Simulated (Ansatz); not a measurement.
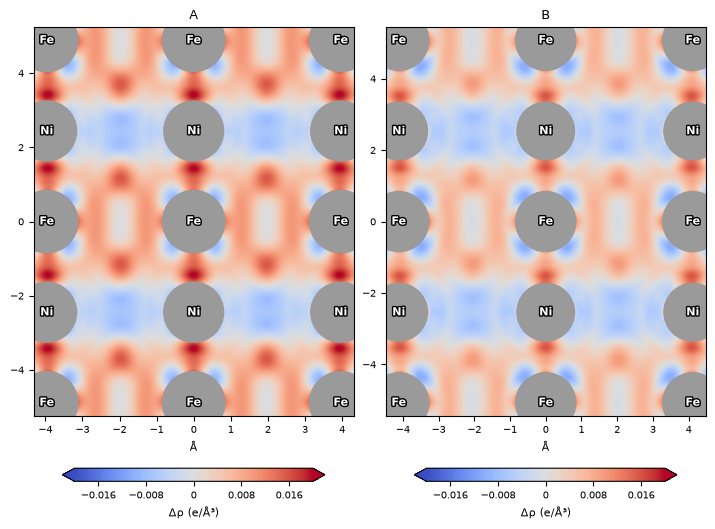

FeNi: deformation density on the (101) plane of the conventional cell at two volumes, with the same fractional coordinates and one colour scale. Grey discs cover the cores.

Space group Cmmm; spin-polarised. The cell comes from a database of computed structures, not from a measurement.

All numbers below come from DFT LDA, scalar-relativistic, plane waves, PAW in Ansatz 0.2.0.

Q: How do the two volumes compare, and how does the bonding charge respond?

A: B is the larger cell: B has 112 % of the volume of A.
- From A to B, Fe–Ni goes from 2.44 to 2.54 Å, and Δρ at its midpoint from +0.016 to +0.010 e/Å³.
- The pressure is −15 GPa in A and −28 GPa in B.
- The rearranged charge is 0.08 e an atom in A and 0.08 e in B.
- The net moment is 3.19 μB a cell in A and 3.41 μB in B.
